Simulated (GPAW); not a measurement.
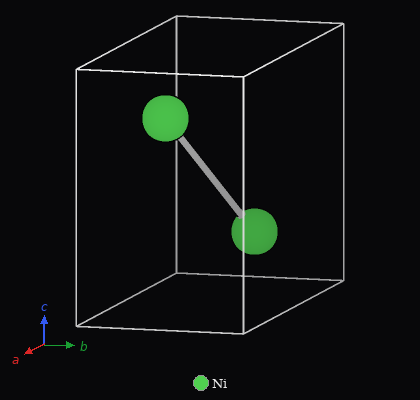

Ni, space group P6_3/mmc (No. 194), a = 2.448 Å, b = 2.448 Å, c = 4.073 Å, α = 90.00°, β = 90.00°, γ = 120.00°. Source: a cell listed in the Materials Project, as set up for an electronic-structure calculation. Forms under 0.4 % of the area are left out.

Q: What shape follows from the Bravais–Friedel–Donnay–Harker rule?

A: The forms computed, by share of the surface:

```tsv
form	faces	d (Å)	share of area (%)
{100}	6	2.120	40.2
{101}	12	1.881	39.2
{002}	2	2.036	20.5
```

The crystal is roughly equant (blocky). Widths along a, b and c stand as 1.00 : 1.00 : 0.90.

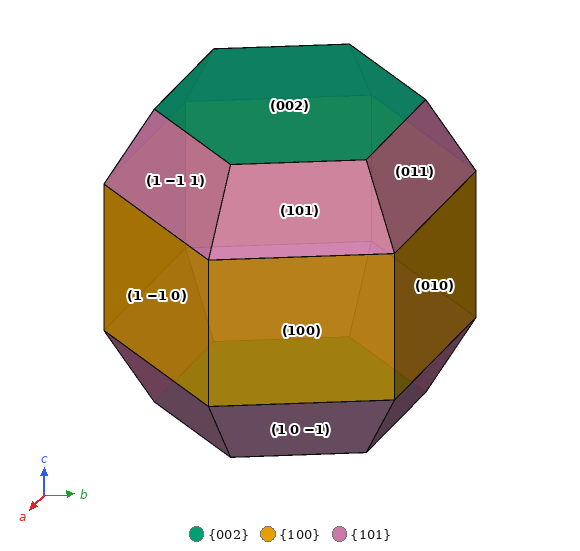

The computed shape, faces indexed. The rule is geometric and ignores bonding and growth conditions.
